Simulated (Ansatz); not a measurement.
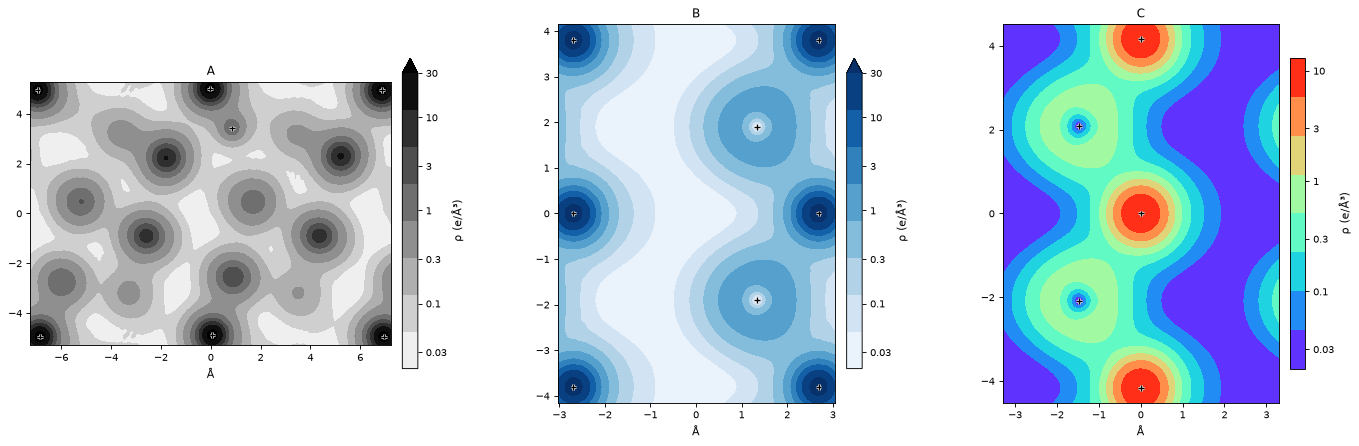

The valence charge density (pseudo) of 3 systems, each on a plane through atoms (crosses mark nuclei in the plane).

Method: DFT PBE+D3(BJ), scalar-relativistic, plane waves, PAW (Ansatz).

System 1: InP, the (101) plane of the conventional cell. Space group F-43m.

```
CELL_PARAMETERS angstrom
5.89359 0.00000 0.00000
0.00000 0.00000 -5.89359
0.00000 5.89359 0.00000
ATOMIC_POSITIONS crystal
In 0.50000 0.50000 0.00000
In 0.00000 0.50000 0.50000
In 0.00000 0.00000 0.00000
In 0.50000 0.00000 0.50000
P 0.75000 0.75000 0.25000
P 0.25000 0.75000 0.75000
P 0.25000 0.25000 0.25000
P 0.75000 0.25000 0.75000
```

System 2: ZnS, the (110) plane of the conventional cell. Space group F-43m.

System 3: HSe₁₂, the (011̄) plane of the conventional cell. Space group C2; computed without spin polarisation.

Match each panel to its system.

Panel A is system 3, HSe₁₂: the plane holds Se and H. Se–H (1.82 Å): ρ is about 0.74 e/Å³ halfway. Panel B is system 2, ZnS: the plane holds Zn and S. Zn–S (2.33 Å): the density is about 0.52 e/Å³ at the midpoint. Panel C is system 1, InP: the plane holds In and P. In–P (2.55 Å): the density is about 0.44 e/Å³ at the midpoint.
